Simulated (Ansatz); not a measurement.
## Geometry relaxation of Tl (part 2 of 2)

Tl (P6₃/mmc, 2 atoms in the cell); DFT PBE, scalar-relativistic, plane waves, PAW, no spin polarisation (Ansatz 0.2.0); cutoff 420 eV, 15×15×8 k-mesh, Gaussian smearing of 0.1 eV. The structure derives from an entry of the Crystallography Open Database. It belongs to a series of runs on one base structure; here: the second end member.

Geometry of the input (Å; fractional positions):
```
3.4706  0.0000  0.0000
-1.7353  3.0056  0.0000
0.0000  0.0000  5.3977
Tl 0.3333  0.6667  0.2500
Tl 0.6667  0.3333  0.7500
```

Log, continued
```
SCF iter   1: F=—  HF=-22888.305205 eV  |F-HF|=—  |Δ(HF+E_count)|=         —  Δρ=1.79e-4  dr2=3.95e-6  ethr=9.98e-8  ⟨swp⟩=3.0  Hψ=17589  notcnv=0
SCF iter   2: F=—  HF=-22888.305225 eV  |F-HF|=—  |Δ(HF+E_count)|=   1.94e-5  Δρ=9.02e-5  dr2=7.69e-7  ethr=1.52e-8  ⟨swp⟩=2.0  Hψ=3648  notcnv=0
SCF iter   3: F=—  HF=-22888.305229 eV  |F-HF|=—  |Δ(HF+E_count)|=   4.77e-6  Δρ=1.66e-5  dr2=4.51e-8  ethr=2.96e-9  ⟨swp⟩=2.0  Hψ=4050  notcnv=0
SCF iter   4: F=—  HF=-22888.305229 eV  |F-HF|=—  |Δ(HF+E_count)|=   1.30e-7  Δρ=7.08e-7  dr2=4.39e-10  ethr=1.74e-10  ⟨swp⟩=3.0  Hψ=4082  notcnv=0
SCF iter   5: F=—  HF=-22888.305229 eV  |F-HF|=—  |Δ(HF+E_count)|=  7.64e-11  Δρ=2.79e-7  dr2=4.25e-11  ethr=1.69e-12  ⟨swp⟩=2.0  Hψ=4009  notcnv=0
SCF iter   6: F=-22888.305229 eV  HF=-22888.305229 eV  |F-HF|=1.09e-11  |Δ(HF+E_count)|=  1.09e-11  Δρ=5.94e-8  dr2=4.10e-12  ethr=1.00e-12  ⟨swp⟩=4.9  Hψ=8493  notcnv=0
SCF 7 converged in 6 iterations: F = -22888.305229 eV  dr2 = 4.10e-12
relax step   7: F+E_penalty+E_count = -22888.30522948 eV  Δ(F+E_penalty+E_count) = -1.519e-3 eV  max|allowed force component| = 2.197e-17 eV/Å  Δτ_max = 0.0000 Å  P = -0.024 GPa  Ω = 62.898 Å³  stress off target by 3.33e-2 GPa  SCF on the basis re-selected at this cell (its energy is not comparable with the rows above)  (6 SCF iters)
```

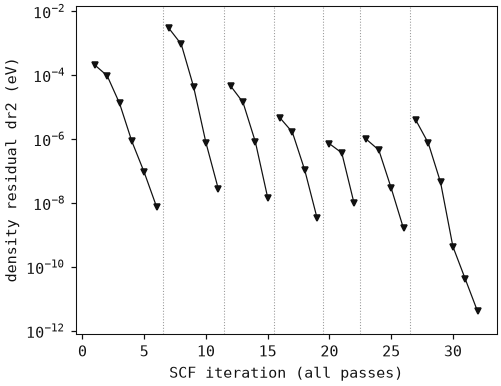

**Figure 1.** Convergence of the self-consistent field: density residual dr2 against the SCF iteration. The dotted lines part the SCF passes of the relaxation: geometry steps, rejected trials and re-solves on a re-selected basis. The 7 passes take 3 to 6 iterations each, 32 in all.

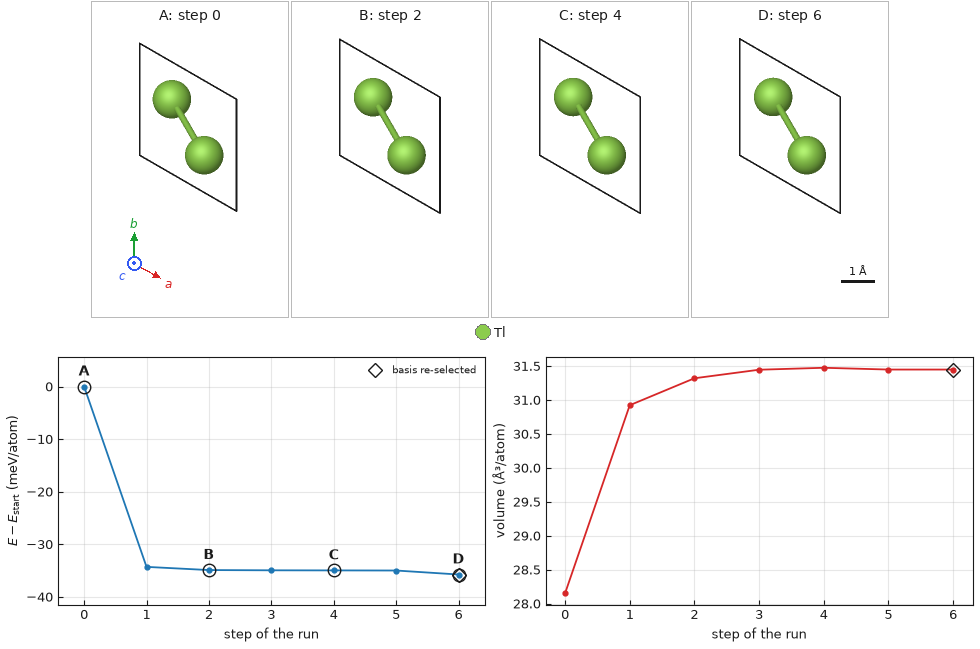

**Figure 2.** Frames of the relaxation (ball-and-stick view of the cell of the calculation, along the c axis) above the curves, on which the letters mark them (the first geometry is step 0 here and step 1 in the log).

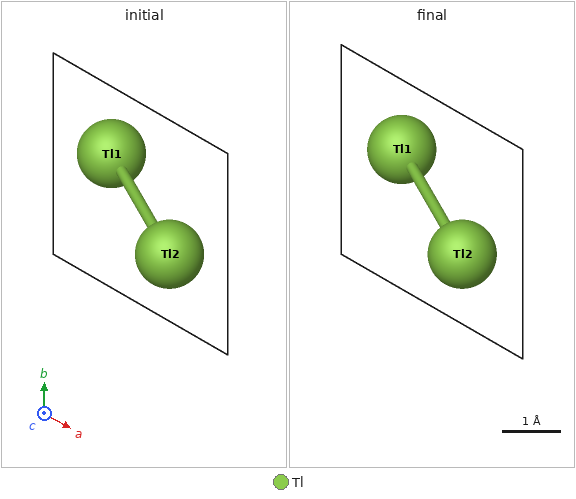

**Figure 3.** Before (left) and after (right) the relaxation, at one scale (ball-and-stick view of the cell of the calculation, along the c axis). The atoms keep their places relative to the cell (all moves are under 0.005 Å). The drawn cell changes as follows: a = b 3.471 → 3.611 Å (+4.1 %), c 5.398 → 5.569 Å (+3.2 %); the volume changes by +11.7 %. Among the contacts that change: Tl1–Tl1 3.471 → 3.611 Å, Tl1–Tl2 3.361 → 3.479 Å. The space group stays P6_3/mmc (No. 194). Over 5 geometry steps the energy falls by 35.0 meV per atom. All forces vanish by symmetry, so only the cell relaxes. The pressure goes from 3.94 to −0.02 GPa. A last SCF at the same geometry on a re-selected plane-wave basis shifts the energy by −0.8 meV per atom. (Atoms are counted from 1 in the order of the input.)

```
basis re-selected at this cell: Δ(F+E_penalty+E_count) = -1.519e-3 eV, ΔP = -0.018 GPa vs the last step (what re-selecting the basis moved, of the pressure what is left beyond the Pulay correction that the steps carried, after the strain that the cell walked since its last selection, with what the two solves' SCF thresholds leave and, on support functions, any second-order correction that the steps lacked; it is no measure of the basis error at this ecutwfc). The dense FFT grid was sized anew with the basis: this SCF ran on 25×25×40 points, the steps before it on 24×24×40, so part of this shift can come from that change (see relax.cell in the input reference). This SCF's stress stands 3.33e-2 GPa from its target on what of the cell is left free (relax.cell.stress_tol is 5.00e-2 GPa) and its largest allowed force component is 2.20e-17 eV/Å (relax.f_tol is 5.00e-3 eV/Å): within both
SCF converged after 6 iterations
Free energy (F): -22888.305229 eV
Harris-Foulkes:  -22888.305229 eV  (|F-HF|=1.09e-11)
Internal energy: -22888.301717 eV  (E = F + TS)
E sigma→0 (E₀):  -22888.303473 eV
Entropy (-TS):   -0.003512 eV (-1.756 meV/atom)
Fermi energy:    9.142719 eV
--- Per-component energies (eV) ---
  E_band       = -15.307321
  E_kinetic    = 666.053842
  E_local      = -1860.897569  (includes V_loc(G=0)·N_el)
  E_nonlocal   = 634.257883
  E_hartree    = 686.902601
  E_xc         = -461.013343
  E_vxc        = -283.612899  (∫ρ·V_xc dr)
  E_paw        = -20327.936030  (= ΣΔE_a)
  E_vpaw       = -544.913785  (= ΣTr[D̂ρ^β])
  E_aug_tail   = 0.000067  (compensation charges beyond the density's cutoff)
  E_ewald      = -2225.669168
  E_smearing   = -0.003512  (= −TS)
  E_closure    = 0.000000  (closes the sum)
  Σ components = -22888.305229   (vs F -22888.305229, Δ=0.00e0)
--- Forces (eV/Å), atoms counted from 1 ---
  atom   1  Tl     0.00000000    -0.00000000     0.00000000
  atom   2  Tl    -0.00000000     0.00000000    -0.00000000
  max |Σ_I F_I| component: 1.16e-17 eV/Å
--- Stress (GPa, compression-positive) ---
       -0.018751       0.000000       0.000000
        0.000000      -0.018751      -0.000000
        0.000000      -0.000000      -0.033291
  P = ⅓ Tr σ = -0.0236 GPa (-0.236 kbar)
--- Band table (eV; the first three rows and the last of 135) ---
  k-point 0: bands = ["-2.5184", "-2.3432", "-2.3432", "-2.3342", "-2.2979", "-2.2979", "-2.2944", "-2.2944", "-1.9876", "-1.9876", "-0.3109", "4.2927", "6.7633", "16.0784", "16.0784", "18.0588", "18.0588"]
  k-point 1: bands = ["-2.5090", "-2.3678", "-2.3678", "-2.3365", "-2.3072", "-2.3072", "-2.2564", "-2.2564", "-1.9916", "-1.9916", "-0.2289", "3.7190", "7.5023", "16.1468", "16.1468", "17.9863", "17.9863"]
  k-point 2: bands = ["-2.4826", "-2.3909", "-2.3909", "-2.3465", "-2.3312", "-2.3312", "-2.1950", "-2.1950", "-2.0056", "-2.0056", "0.0212", "2.7447", "8.9716", "16.3458", "16.3458", "16.7759", "17.7710"]
  k-point 134: bands = ["-2.4910", "-2.4910", "-2.2982", "-2.2982", "-2.2067", "-2.2067", "-2.1847", "-2.1847", "-1.9849", "-1.9849", "4.8049", "4.8049", "8.2777", "8.2777", "9.4054", "9.4054", "16.5670"]
--- Relaxed structure (6 steps of the walk, 6 accepted, 1 SCFs on fresh bases) ---
  F+E_penalty+E_count = -22888.30522948 eV   max|allowed force component| = 2.197e-17 eV/Å   (the final SCF, on the basis selected at the relaxed cell)
  cell:  # Å, volume = 62.8981 Å³
    - [3.611303397510274, -3.003784060051142e-11, -4.6421845821993584e-18]
    - [-1.8056516987291231, 3.127480483031969, 2.3210922910662246e-18]
    - [-7.219803111480762e-18, -2.8297972758114174e-32, 5.569025239622955]
  atoms:
    - { symbol: Tl, position: [0.33333333333333326, 0.6666666666666665, 0.25] }
    - { symbol: Tl, position: [0.6666666666666665, 0.33333333333333326, 0.75] }
```

Trajectory as extended XYZ (Å, eV, eV/Å), 7 frames, from step=1 to step=7
```
2
Lattice="3.4706 0.0000 0.0000 -1.7353 3.0056 0.0000 0.0000 0.0000 5.3977" Properties=species:S:1:pos:R:3:forces:R:3 step=1 energy=-22888.23373 pressure_GPa=3.94
Tl    0.0000    2.0038    1.3494    0.0000   0.0000   0.0000
Tl    1.7353    1.0019    4.0483    0.0000   0.0000   0.0000
2
Lattice="3.5791 0.0000 0.0000 -1.7895 3.0996 0.0000 0.0000 0.0000 5.5750" Properties=species:S:1:pos:R:3:forces:R:3 step=2 energy=-22888.30232 pressure_GPa=0.45
Tl    0.0000    2.0664    1.3937    0.0000   0.0000   0.0000
Tl    1.7895    1.0332    4.1812    0.0000   0.0000   0.0000
2
Lattice="3.5970 0.0000 0.0000 -1.7985 3.1151 0.0000 0.0000 0.0000 5.5905" Properties=species:S:1:pos:R:3:forces:R:3 step=3 energy=-22888.30354 pressure_GPa=0.09
Tl    0.0000    2.0767    1.3976    0.0000   0.0000   0.0000
Tl    1.7985    1.0384    4.1929    0.0000   0.0000   0.0000
2
Lattice="3.6051 0.0000 0.0000 -1.8025 3.1221 0.0000 0.0000 0.0000 5.5878" Properties=species:S:1:pos:R:3:forces:R:3 step=4 energy=-22888.30363 pressure_GPa=-0.01
Tl    0.0000    2.0814    1.3969    0.0000   0.0000   0.0000
Tl    1.8025    1.0407    4.1908    0.0000   0.0000   0.0000
2
Lattice="3.6093 0.0000 0.0000 -1.8046 3.1257 0.0000 0.0000 0.0000 5.5799" Properties=species:S:1:pos:R:3:forces:R:3 step=5 energy=-22888.30367 pressure_GPa=-0.03
Tl    0.0000    2.0838    1.3950    0.0000   0.0000   0.0000
Tl    1.8046    1.0419    4.1849    0.0000   0.0000   0.0000
2
Lattice="3.6113 0.0000 0.0000 -1.8057 3.1275 0.0000 0.0000 0.0000 5.5690" Properties=species:S:1:pos:R:3:forces:R:3 step=6 energy=-22888.30371 pressure_GPa=-0.01
Tl    0.0000    2.0850    1.3923    0.0000   0.0000   0.0000
Tl    1.8057    1.0425    4.1768    0.0000   0.0000   0.0000
2
Lattice="3.6113 0.0000 0.0000 -1.8057 3.1275 0.0000 0.0000 0.0000 5.5690" Properties=species:S:1:pos:R:3:forces:R:3 step=7 energy=-22888.30523 pressure_GPa=-0.02
Tl    0.0000    2.0850    1.3923    0.0000   0.0000   0.0000
Tl    1.8057    1.0425    4.1768    0.0000   0.0000   0.0000
```
